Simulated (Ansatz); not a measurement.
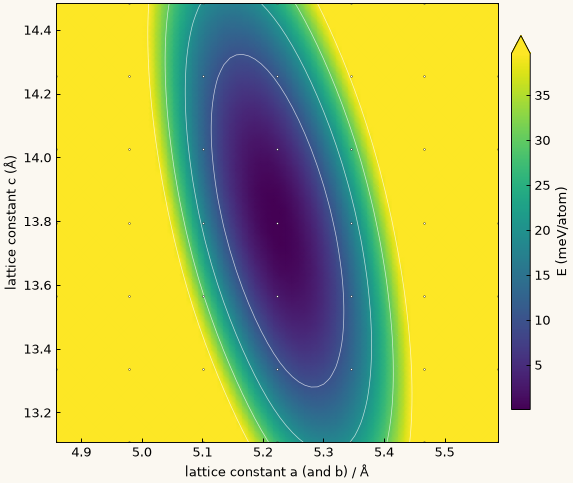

LiNbO₃ (R-3c, No. 167; 10 atoms in the cell). The energy is mapped over the lattice constants a and c of the conventional cell. Coordinates scanned: (1) lattice constant a (and b); (2) lattice constant c. Nothing is relaxed (fractional coordinates fixed). The scan uses a 7 × 7 grid. Points are written as (first, second). All energies are given in meV/atom relative to the lowest grid point. All numbers below come from DFT PBE, scalar-relativistic, plane waves, PAW in Ansatz. Settings: cutoff 520 eV, k-mesh 6×6×6, gaussian smearing 0.05 eV, no spin polarisation.

Drawn: a smooth colour map with a few white contour lines, dots at the grid points, one colour for all values above the top of the scale. Between grid points the surface is interpolated.

Q: Where is the minimum, and how stiff is the well along each coordinate?

A: The interpolated minimum is at lattice constant a (and b) ≈ 5.223 Å, lattice constant c ≈ 13.795 Å. The curvatures there are about 24 eV/Å² and 1.1 eV/Å², with a cross term of about 2.8 eV/Å² (per cell of 10 atoms). Round the minimum the valley is somewhat tilted: raising lattice constant a (and b) shifts the best value of lattice constant c downwards (coupling k₁₂/√(k₁₁k₂₂) about 0.5).

PAW datasets: the set soft_1.
